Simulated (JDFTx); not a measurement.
## Energy of Si along an even scaling of the cell

System: Si (1 atom in the cell).
Method: Kohn-Sham DFT of a periodic cell, PBEsol, PseudoDojo-SR-PBEsol-0.4.1-standard, no spin polarisation (JDFTx 1.7.0 (patched build)).

The 7 runs differ only in the geometry, by an even scaling of the cell at fixed fractional positions. The structure derives from a Materials Project entry.

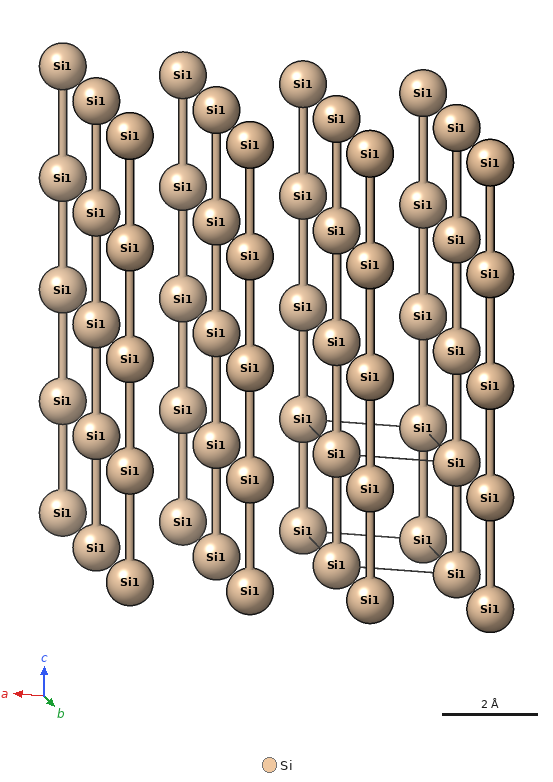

Figure 1. The structure of run 4 (ball-and-stick view of the cell of the calculation, repeated 3 × 2 × 4, seen at an oblique angle; atoms are numbered from 1 in the order of the input). An atom can appear more than once, as a periodic image.

### Input of run 4
```
lattice \
    4.9521082180    -2.4760541091     0.0000000000 \
    0.0000000000     4.2886515191     0.0000000000 \
    0.0000000000     0.0000000000     4.6607343234
coords-type Lattice
ion Si     0.0000000000     0.0000000000     0.0000000000 1

ion-species pseudo/Si.upf
elec-cutoff 18
elec-ex-corr gga-PBEsol
kpoint-folding 12 12 11
elec-smearing Fermi 0.0018374661
elec-n-bands 7
electronic-SCF nIterations 100 energyDiffThreshold 1e-09
electronic-minimize nIterations 30 energyDiffThreshold 1e-7
forces-output-coords Cartesian

dump-name run.$VAR
dump End Ecomponents EigStats BandEigs Kpoints Forces Stress
```

Command:
```bash
jdftx -c 1 -i Si.in -o Si.out
```

Run 5 differs from it as follows:
```diff
-    4.9521082180    -2.4760541091     0.0000000000 \
-    0.0000000000     4.2886515191     0.0000000000 \
-    0.0000000000     0.0000000000     4.6607343234
+    4.9849045925    -2.4924522964     0.0000000000 \
+    0.0000000000     4.3170540124     0.0000000000 \
+    0.0000000000     0.0000000000     4.6916010131
```

### Results, with one run withheld

```tsv
run	volume per atom (Å³)	free energy per atom, from the lowest run given (meV)	pressure (GPa)
1	13.788	24.56	8.88
2	14.081	11.15	5.76
3	14.375	3.14	2.96
4	14.668	0.00	0.45
5	14.961	?	?
6	15.255	6.32	−3.81
7	15.548	14.92	−5.61
```

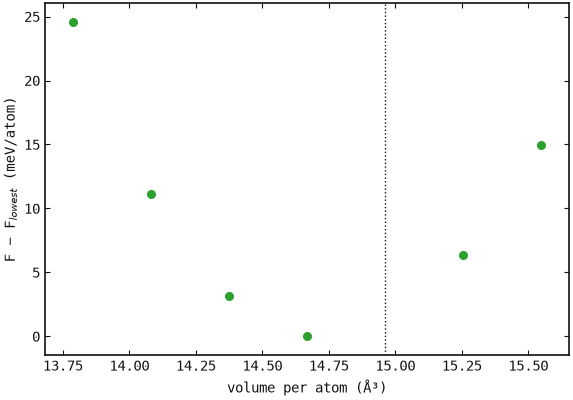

Figure 2. Free energy per atom of the runs given; the dotted line marks run 5.

Estimate the energy of run 5 from the others.

A cubic polynomial in V^(−2/3) (the Birch–Murnaghan form), fitted to the 6 runs given, misses them by under 0.01 meV per atom. With x = V^(−2/3) − 0.16742 Å⁻², it reads F = 0.33763 + 865.99 x + 4.3699e+05 x² + 6.3543e+05 x³ (meV per atom). At run 5 it gives 1.20 meV per atom, and the run itself gives 1.21. The slope of the fit gives a pressure −dF/dV of −1.76 GPa there, and the run prints −1.80 GPa. The fit has its minimum at 14.729 Å³ per atom, where V d²F/dV² gives 117 GPa. Cell shape and fractional positions are held, so this is the stiffness under even scaling; the relaxed bulk modulus wasn't computed.

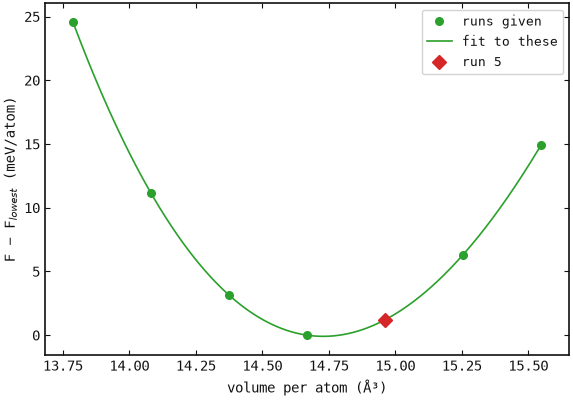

Figure 3. The fit and the withheld run.

### Some lines of the output (run 5)
```
[...]
unit cell volume = 100.964
     Etot =       -3.9588560026888988
        F =       -3.9589744380095615
	HOMO-LUMO gap: +0.002721
	Optical gap  : +0.063355 at state 100 ( [ +0.250000 +0.250000 +0.363636 ] spin 0 )
```
